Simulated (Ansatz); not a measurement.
# Ga: geometry relaxation

- system: Ga (I4/mmm, 1 atom in the cell)
- method: DFT PBEsol, scalar-relativistic, plane waves, PAW, no spin polarisation (Ansatz 0.2.0)

The structure derives from an entry of the Crystallography Open Database. Figures and captions count atoms from 1; the log counts them from 0 in places.

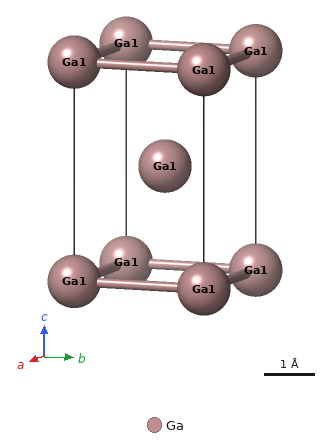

*The starting structure (ball-and-stick view of the cell 2 times as large as that of the calculation, set on its symmetry axes, seen slightly off an axis; atoms are numbered from 1 in the order of the input). An atom can appear more than once, as a periodic image.*

## Input
```yaml
crystal:
  lattice:
    - [-1.404, 1.404, 2.229]
    - [1.404, -1.404, 2.229]
    - [1.404, 1.404, -2.229]
  atoms:
    - { symbol: Ga, position: [0.0, 0.0, 0.0] }
basis:
  ecutwfc: 420
kpoints:
  mp_grid: { grid: [20, 20, 20] }
hamiltonian:
  xc: pbesol
scf:
  occupations: { method: gaussian, width: 0.1 }
output:
  forces: true
  stress: true
  eigenvalues: true
  write_density: true
  write_potential: true
  elf: true
  volumetric_format: npy
relax:
  adjacent_minimum: "off"
  f_tol: 0.005
  max_steps: 80
  cell: { stress_tol: 0.05 }
```

Hardware: 1 thread of Intel Xeon (Granite Rapids), 16 GiB of memory available, shared host.

Command:
```bash
ansatz run input.yaml --threads 1 --pin off --max-ram 2560MiB --backend cpu --events-out ev --progress --plain --runs-dir out
```

## The program's output
```
Engine: ansatz 0.2.0, x86_64-unknown-linux-gnu
Pseudopotentials: kind: paw
Pseudopotential: Ga, paw, valence charge 13, recommended cutoff 420 eV (normal), Ga.paw.azcp
Functional definition: PBEsol
  exchange = pbesol_x
  correlation = pbesol_c
Crystal: 1 atoms, lattice volume = 17.575 Å³
Basis set: ecut = 420 eV, 339 PW (Γ), exchange–correlation on 40×40×40 points (8 copies of the dense FFT grid, shifted against one another)
Bands: 11, of which v1, the nominal top of the filled ones, is band 7 counted from 1 (6 counted from 0)
Symmetry: 16 space group operations
Space group: I4/mmm (ITA 139), of the structure as read, at distance tolerance 2.6e-5 Å
k-points: 641 of 8000
Non-local potential: Ga, projectors of the file, l = 0: 2, l = 1: 2, l = 2: 3, l = 3: 1
PAW form: soft (Blöchl's): semilocal exchange-correlation on the pseudo side does not see the compensation charge
PAW frozen core: Ga, regenerated for the run's functional, and the local potential with it (the file was generated under x = pbe(κ = 0.804, μ = 0.2195149727645171), c = pbe(β = 0.06672455060314922))
PAW one-centre angular grid: Ga, 590 points (default); XC on 64 Gauss nodes
Initial density: superposition of atomic densities (neutral atoms: chi_scale 0, normalization atom), corrected by the library's trained network
Initial wavefunctions: pseudopotential atomic-orbital guess
Functional: x = pbesol(κ = 0.804, μ = 0.12345679012345678), c = pbesol(β = 0.046)
SCF iter   1: F=—  HF=-3743.185573 eV  |F-HF|=—  |Δ(HF+E_count)|=         —  Δρ=1.90e-3  dr2=3.45e-4  ethr=1.77e-3  ⟨swp⟩=5.0  Hψ=41728  notcnv=0
preconditioner: auto → none  [metal: Δε(μ)=0.020 eV  Ē_g=21.950 eV  σ=0.100 eV  W_gap=0.11  n_scr=0 (ndim 8)  ℏωp=31.9 eV  f_vac=0.000  D(μ)=0.43/eV (n_scr^D=0)]
SCF iter   2: F=—  HF=-3743.185082 eV  |F-HF|=—  |Δ(HF+E_count)|=   4.91e-4  Δρ=5.14e-4  dr2=2.14e-5  ethr=2.65e-6  ⟨swp⟩=2.0  Hψ=16107  notcnv=0
SCF iter   3: F=—  HF=-3743.185094 eV  |F-HF|=—  |Δ(HF+E_count)|=   1.18e-5  Δρ=2.48e-4  dr2=4.51e-6  ethr=1.65e-7  ⟨swp⟩=1.0  Hψ=6750  notcnv=0
iter 4 did not close the SCF: its close was put off for the readings that it lacked (scf_convergence_deferred on its scf_iter line)
SCF iter   4: F=-3743.185098 eV  HF=-3743.185098 eV  |F-HF|=1.79e-9  |Δ(HF+E_count)|=   4.12e-6  Δρ=9.38e-6  dr2=7.52e-9  ethr=3.47e-8  ⟨swp⟩=2.0  Hψ=7657  notcnv=0
iter 5 did not close the SCF: its close was put off for the readings that it lacked (scf_convergence_deferred on its scf_iter line)
SCF iter   5: F=-3743.185098 eV  HF=-3743.185098 eV  |F-HF|=5.00e-10  |Δ(HF+E_count)|=   3.51e-9  Δρ=1.92e-6  dr2=3.37e-10  ethr=5.78e-11  ⟨swp⟩=2.2  Hψ=10726  notcnv=0
SCF iter   6: F=-3743.185098 eV  HF=-3743.185098 eV  |F-HF|=5.50e-11  |Δ(HF+E_count)|=  1.69e-10  Δρ=6.28e-7  dr2=3.54e-11  ethr=2.60e-12  ⟨swp⟩=4.8  Hψ=34834  notcnv=0
SCF 1 converged in 6 iterations: F = -3743.185098 eV  dr2 = 3.54e-11
  greatest PAW one-centre occupation: 0.994 electrons in one spin orbital (limit 2), on the Ga atom at site 0 (counted from 0), in its partial waves of l = 2
relax step   1: F+E_penalty+E_count = -3743.18509808 eV  Δ(F+E_penalty+E_count) = +0.000e0 eV  max|allowed force component| = 0.000e0 eV/Å  Δτ_max = 0.0000 Å  P = +0.453 GPa  Ω = 17.575 Å³  (6 SCF iters, dr2 threshold 1.00e-7 eV, accepted)
Crystal: 1 atoms, lattice volume = 17.748 Å³
Basis set: ecut = 420 eV, 347 PW (Γ), exchange–correlation on 40×40×40 points (8 copies of the dense FFT grid, shifted against one another)
Initial density: handed on by an earlier stage of this run
Initial wavefunctions: those handed on with the density
iter 1 solved again at ethr=2.02e-7 eV; its pass at ethr=3.10e-3 eV (dr2=2.63e-5 eV) is discarded
SCF iter   1: F=—  HF=-3743.185784 eV  |F-HF|=—  |Δ(HF+E_count)|=         —  Δρ=3.83e-4  dr2=2.68e-5  ethr=2.02e-7  ⟨swp⟩=2.7  Hψ=57073  notcnv=0
preconditioner: auto → none  [metal: Δε(μ)=0.024 eV  Ē_g=21.936 eV  σ=0.100 eV  W_gap=0.13  n_scr=0 (ndim 8)  ℏωp=31.8 eV  f_vac=0.000  D(μ)=0.39/eV (n_scr^D=0)]
SCF iter   2: F=—  HF=-3743.185777 eV  |F-HF|=—  |Δ(HF+E_count)|=   6.82e-6  Δρ=1.90e-4  dr2=3.98e-6  ethr=2.02e-7  ⟨swp⟩=2.1  Hψ=11235  notcnv=0
SCF iter   3: F=—  HF=-3743.185777 eV  |F-HF|=—  |Δ(HF+E_count)|=   5.20e-7  Δρ=5.35e-5  dr2=4.89e-7  ethr=3.06e-8  ⟨swp⟩=2.0  Hψ=10256  notcnv=0
SCF iter   4: F=-3743.185777 eV  HF=-3743.185777 eV  |F-HF|=4.12e-9  |Δ(HF+E_count)|=   3.01e-7  Δρ=1.20e-5  dr2=1.12e-8  ethr=7.69e-10  ⟨swp⟩=8.8  Hψ=49261  notcnv=0
SCF 2 converged in 4 iterations: F = -3743.185777 eV  dr2 = 1.12e-8
relax step   2: F+E_penalty+E_count = -3743.18577668 eV  Δ(F+E_penalty+E_count) = -6.786e-4 eV  max|allowed force component| = 0.000e0 eV/Å  Δτ_max = 0.0000 Å  P = -0.119 GPa  Ω = 17.748 Å³  energy of the carried Pulay correction = -5.058e-5 eV  (4 SCF iters, dr2 threshold 1.00e-7 eV, accepted)
Crystal: 1 atoms, lattice volume = 17.749 Å³
iter 1 solved again at ethr=6.03e-8 eV; its pass at ethr=3.10e-3 eV (dr2=7.84e-6 eV) is discarded
SCF iter   1: F=—  HF=-3743.185910 eV  |F-HF|=—  |Δ(HF+E_count)|=         —  Δρ=2.57e-4  dr2=1.09e-5  ethr=6.03e-8  ⟨swp⟩=2.8  Hψ=57168  notcnv=0
preconditioner: auto → none  [metal: Δε(μ)=0.015 eV  Ē_g=21.934 eV  σ=0.100 eV  W_gap=0.08  n_scr=0 (ndim 8)  ℏωp=31.8 eV  f_vac=0.000  D(μ)=0.39/eV (n_scr^D=0)]
SCF iter   2: F=—  HF=-3743.185908 eV  |F-HF|=—  |Δ(HF+E_count)|=   2.12e-6  Δρ=1.15e-4  dr2=2.08e-6  ethr=6.03e-8  ⟨swp⟩=1.0  Hψ=7051  notcnv=0
SCF iter   3: F=-3743.185908 eV  HF=-3743.185908 eV  |F-HF|=7.92e-8  |Δ(HF+E_count)|=   2.29e-7  Δρ=1.89e-5  dr2=3.26e-8  ethr=7.69e-10  ⟨swp⟩=5.9  Hψ=37316  notcnv=0
SCF 3 converged in 3 iterations: F = -3743.185908 eV  dr2 = 3.26e-8
relax step   3: F+E_penalty+E_count = -3743.18590761 eV  Δ(F+E_penalty+E_count) = -1.309e-4 eV  max|allowed force component| = 0.000e0 eV/Å  Δτ_max = 0.0000 Å  P = -0.081 GPa  Ω = 17.749 Å³  energy of the carried Pulay correction = -4.912e-5 eV  (3 SCF iters, dr2 threshold 1.00e-7 eV, accepted)
Crystal: 1 atoms, lattice volume = 17.725 Å³
iter 1 solved again at ethr=5.57e-9 eV; its pass at ethr=3.10e-3 eV (dr2=7.25e-7 eV) is discarded
SCF iter   1: F=—  HF=-3743.185930 eV  |F-HF|=—  |Δ(HF+E_count)|=         —  Δρ=6.39e-5  dr2=7.98e-7  ethr=5.57e-9  ⟨swp⟩=2.7  Hψ=55623  notcnv=0
preconditioner: auto → none  [metal: Δε(μ)=0.014 eV  Ē_g=21.942 eV  σ=0.100 eV  W_gap=0.08  n_scr=0 (ndim 8)  ℏωp=31.8 eV  f_vac=0.000  D(μ)=0.38/eV (n_scr^D=0)]
SCF iter   2: F=—  HF=-3743.185929 eV  |F-HF|=—  |Δ(HF+E_count)|=   7.78e-7  Δρ=3.20e-5  dr2=1.07e-7  ethr=5.57e-9  ⟨swp⟩=2.0  Hψ=10503  notcnv=0
SCF iter   3: F=-3743.185929 eV  HF=-3743.185929 eV  |F-HF|=7.61e-9  |Δ(HF+E_count)|=   2.94e-8  Δρ=1.08e-5  dr2=1.92e-8  ethr=4.96e-10  ⟨swp⟩=7.5  Hψ=35287  notcnv=0
SCF 4 converged in 3 iterations: F = -3743.185929 eV  dr2 = 1.92e-8
relax step   4: F+E_penalty+E_count = -3743.18592933 eV  Δ(F+E_penalty+E_count) = -2.172e-5 eV  max|allowed force component| = 0.000e0 eV/Å  Δτ_max = 0.0000 Å  P = -0.010 GPa  Ω = 17.725 Å³  energy of the carried Pulay correction = -4.225e-5 eV  (3 SCF iters, dr2 threshold 6.44e-8 eV, accepted)
Basis set: ecut = 420 eV, 347 PW (Γ), exchange–correlation on 48×48×48 points (8 copies of the dense FFT grid, shifted against one another)
Initial wavefunctions: pseudopotential atomic-orbital guess (no wavefunctions were taken with the density)
iter 1 solved again at ethr=1.81e-7 eV; its pass at ethr=3.10e-3 eV (dr2=2.35e-5 eV) is discarded
SCF iter   1: F=—  HF=-3743.185953 eV  |F-HF|=—  |Δ(HF+E_count)|=         —  Δρ=3.77e-4  dr2=5.38e-7  ethr=1.81e-7  ⟨swp⟩=2.2  Hψ=57456  notcnv=0
preconditioner: auto → none  [metal: Δε(μ)=0.014 eV  Ē_g=21.943 eV  σ=0.100 eV  W_gap=0.08  n_scr=0 (ndim 8)  ℏωp=31.8 eV  f_vac=0.000  D(μ)=0.38/eV (n_scr^D=0)]
SCF iter   2: F=—  HF=-3743.185967 eV  |F-HF|=—  |Δ(HF+E_count)|=   1.41e-5  Δρ=1.89e-4  dr2=1.43e-7  ethr=4.14e-9  ⟨swp⟩=1.1  Hψ=7209  notcnv=0
SCF iter   3: F=—  HF=-3743.185972 eV  |F-HF|=—  |Δ(HF+E_count)|=   4.93e-6  Δρ=1.76e-5  dr2=1.21e-8  ethr=1.10e-9  ⟨swp⟩=2.8  Hψ=12086  notcnv=0
SCF iter   4: F=—  HF=-3743.185972 eV  |F-HF|=—  |Δ(HF+E_count)|=   1.34e-8  Δρ=5.13e-7  dr2=1.60e-11  ethr=9.33e-11  ⟨swp⟩=2.0  Hψ=11139  notcnv=0
SCF iter   5: F=-3743.185972 eV  HF=-3743.185972 eV  |F-HF|=1.36e-12  |Δ(HF+E_count)|=  1.73e-11  Δρ=9.43e-8  dr2=5.13e-13  ethr=1.00e-12  ⟨swp⟩=4.7  Hψ=23807  notcnv=0
SCF 5 converged in 5 iterations: F = -3743.185972 eV  dr2 = 5.13e-13
relax step   5: F+E_penalty+E_count = -3743.18597194 eV  Δ(F+E_penalty+E_count) = -4.261e-5 eV  max|allowed force component| = 0.000e0 eV/Å  Δτ_max = 0.0000 Å  P = -0.012 GPa  Ω = 17.725 Å³  stress off target by 1.69e-2 GPa  SCF on the basis re-selected at this cell (its energy is not comparable with the rows above)  (5 SCF iters)
```

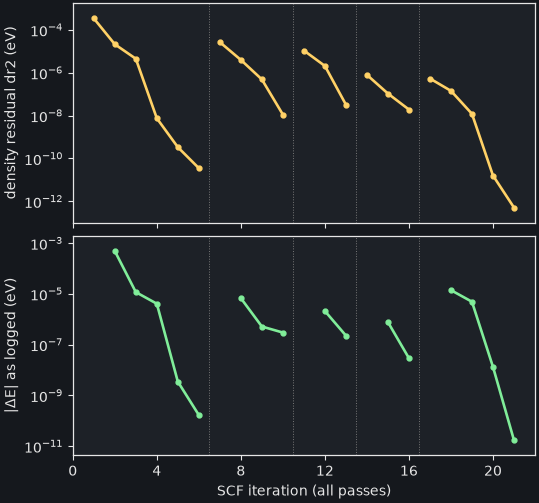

*Convergence of the self-consistent field: density residual dr2 and size of the energy change against the SCF iteration. The dotted lines part the SCF passes of the relaxation: geometry steps, rejected trials and re-solves on a re-selected basis.*

The 5 passes take 3 to 6 iterations each, 21 in all.

```
basis re-selected at this cell: Δ(F+E_penalty+E_count) = -4.261e-5 eV, ΔP = -0.002 GPa vs the last step (what re-selecting the basis moved, of the pressure what is left beyond the Pulay correction that the steps carried, after the strain that the cell walked since its last selection, with what the two solves' SCF thresholds leave and, on support functions, any second-order correction that the steps lacked; it is no measure of the basis error at this ecutwfc). The dense FFT grid was sized anew with the basis: this SCF ran on 24×24×24 points, the steps before it on 20×20×20, so part of this shift can come from that change (see relax.cell in the input reference). This SCF's stress stands 1.69e-2 GPa from its target on what of the cell is left free (relax.cell.stress_tol is 5.00e-2 GPa) and its largest allowed force component is 0.00e0 eV/Å (relax.f_tol is 5.00e-3 eV/Å): within both
SCF converged after 5 iterations
Free energy (F): -3743.185972 eV
Harris-Foulkes:  -3743.185972 eV  (|F-HF|=1.36e-12)
Internal energy: -3743.184057 eV  (E = F + TS)
E sigma→0 (E₀):  -3743.185014 eV
Entropy (-TS):   -0.001915 eV (-1.915 meV/atom)
Fermi energy:    10.460745 eV
--- Per-component energies (eV) ---
  E_band       = -26.582132
  E_kinetic    = 115.351962
  E_local      = -1739.545676  (includes V_loc(G=0)·N_el)
  E_nonlocal   = 423.418964
  E_hartree    = 819.296236
  E_xc         = -69.208246
  E_vxc        = -58.788789  (∫ρ·V_xc dr)
  E_paw        = -1946.177648  (= ΣΔE_a)
  E_vpaw       = -405.610953  (= ΣTr[D̂ρ^β])
  E_aug_tail   = -0.000101  (compensation charges beyond the density's cutoff)
  E_ewald      = -1347.182526
  E_core_change = 0.862978  (= ΣΔE_core)
  E_smearing   = -0.001915  (= −TS)
  E_closure    = -0.000000  (closes the sum)
  Σ components = -3743.185972   (vs F -3743.185972, Δ=0.00e0)
--- Forces (eV/Å), atoms counted from 1 ---
  atom   1  Ga    -0.00000000     0.00000000    -0.00000000
  max |Σ_I F_I| component: 1.97e-31 eV/Å
--- Stress (GPa, compression-positive) ---
       -0.009384       0.000000      -0.000000
        0.000000      -0.009384       0.000000
       -0.000000      -0.000000      -0.016924
  P = ⅓ Tr σ = -0.0119 GPa (-0.119 kbar)
--- Band table (eV; the first three rows and the last of 641) ---
  k-point 0: bands = ["-4.5877", "-4.4358", "-4.4358", "-4.4320", "-4.2741", "-1.1077", "23.3158", "23.3556", "23.3556", "26.5910", "26.8650"]
  k-point 1: bands = ["-4.5776", "-4.4413", "-4.4320", "-4.4282", "-4.2790", "-1.0103", "22.5208", "22.7362", "23.0064", "25.4218", "27.5816"]
  k-point 2: bands = ["-4.5479", "-4.4574", "-4.4209", "-4.4185", "-4.2939", "-0.7165", "21.0752", "21.5481", "22.1646", "23.9535", "28.3322"]
  k-point 640: bands = ["-4.7203", "-4.6343", "-4.2147", "-4.2123", "-4.2123", "6.3691", "6.6734", "17.1543", "17.1543", "20.3194", "21.2089"]
--- Relaxed structure (4 steps of the walk, 4 accepted, 1 SCFs on fresh bases) ---
  F+E_penalty+E_count = -3743.18597194 eV   max|allowed force component| = 0.000e0 eV/Å   (the final SCF, on the basis selected at the relaxed cell)
  cell:  # Å, volume = 17.7249 Å³
    - [-1.4001506706727813, 1.4001506706727813, 2.2603409458814876]
    - [1.4001506706727813, -1.4001506706727813, 2.2603409458814876]
    - [1.4001506706727813, 1.4001506706727813, -2.2603409458814876]
  atoms:
    - { symbol: Ga, position: [0.0, 0.0, 0.0] }
```

## Trajectory as extended XYZ (Å, eV, eV/Å), 5 frames, from step=1 to step=5
```
1
Lattice="-1.4040 1.4040 2.2290 1.4040 -1.4040 2.2290 1.4040 1.4040 -2.2290" Properties=species:S:1:pos:R:3:forces:R:3 step=1 energy=-3743.18510 pressure_GPa=0.45
Ga    0.0000    0.0000    0.0000    0.0000   0.0000   0.0000
1
Lattice="-1.4040 1.4040 2.2509 1.4040 -1.4040 2.2509 1.4040 1.4040 -2.2509" Properties=species:S:1:pos:R:3:forces:R:3 step=2 energy=-3743.18578 pressure_GPa=-0.12
Ga    0.0000    0.0000    0.0000    0.0000   0.0000   0.0000
1
Lattice="-1.4000 1.4000 2.2639 1.4000 -1.4000 2.2639 1.4000 1.4000 -2.2639" Properties=species:S:1:pos:R:3:forces:R:3 step=3 energy=-3743.18591 pressure_GPa=-0.08
Ga    0.0000    0.0000    0.0000    0.0000   0.0000   0.0000
1
Lattice="-1.4002 1.4002 2.2603 1.4002 -1.4002 2.2603 1.4002 1.4002 -2.2603" Properties=species:S:1:pos:R:3:forces:R:3 step=4 energy=-3743.18593 pressure_GPa=-0.01
Ga    0.0000    0.0000    0.0000    0.0000   0.0000   0.0000
1
Lattice="-1.4002 1.4002 2.2603 1.4002 -1.4002 2.2603 1.4002 1.4002 -2.2603" Properties=species:S:1:pos:R:3:forces:R:3 step=5 energy=-3743.18597 pressure_GPa=-0.01
Ga    0.0000    0.0000    0.0000    0.0000   0.0000   0.0000
```

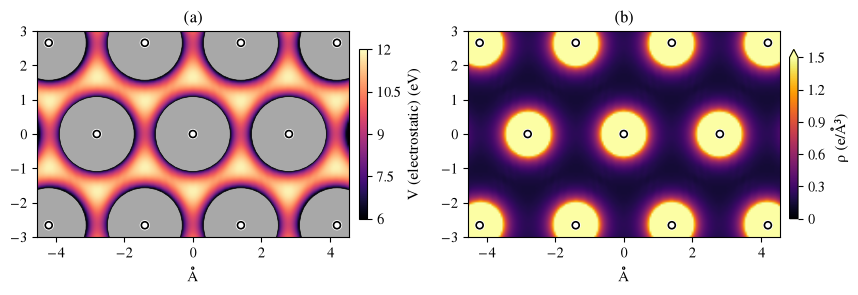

*(a) electrostatic potential (local pseudopotential plus Hartree) felt by an electron; (b) valence charge density (pseudo) on the (101) plane of the conventional cell. Circles mark the nuclei in the plane (Ga). Grey discs, where drawn, cover atomic cores.*

Ga–Ga (2.80 Å): the density is about 0.22 e/Å³ at the midpoint. Away from the nuclei the density in this plane falls to 0.14 e/Å³ at its lowest. Outside the cores the potential energy rises away from the atoms and is highest about 1.7 Å from the nearest atoms; outside the discs it spans about 6 eV, and its zero is arbitrary. Core electrons are frozen (PAW), so the fields are smoothed inside the atomic spheres.

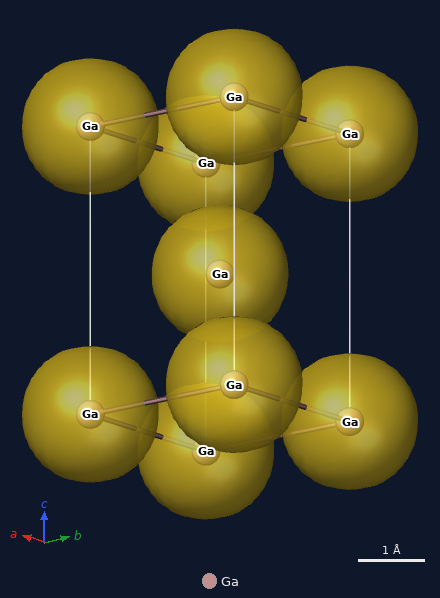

*Isosurface of the valence charge density (pseudo) at 0.3 e/Å³ (yellow), seen at an oblique angle. Sticks mark near contacts. The outline is the cell set on symmetry axes.*

At this value the density breaks into separate islands; it holds about 80 % of the electrons treated as valence (semicore included). It is pinched off along the Ga–Ga (2.80 Å) contacts. On the grid the lowest density along these lines, outside the cores, is 0.22 e/Å³ (Ga–Ga, 2.80 Å).

## Results in brief

```csv
quantity,value
outcome,converged
space group (tolerance 0.01 Å),I4/mmm (139)
electrons treated,13
free energy,−3743.1860 eV
Fermi energy,10.461 eV
gap on the k-point mesh,none (metallic)
pressure,−0.01 GPa
final volume,17.72 Å³
largest force (length of the vector) at the end,under 0.001 eV/Å
final cell,"a = 3.005 Å, b = 3.005 Å, c = 3.005 Å, α = 124.46°, β = 124.46°, γ = 82.44°"
wall time,21 s
peak memory,0.51 GiB
```
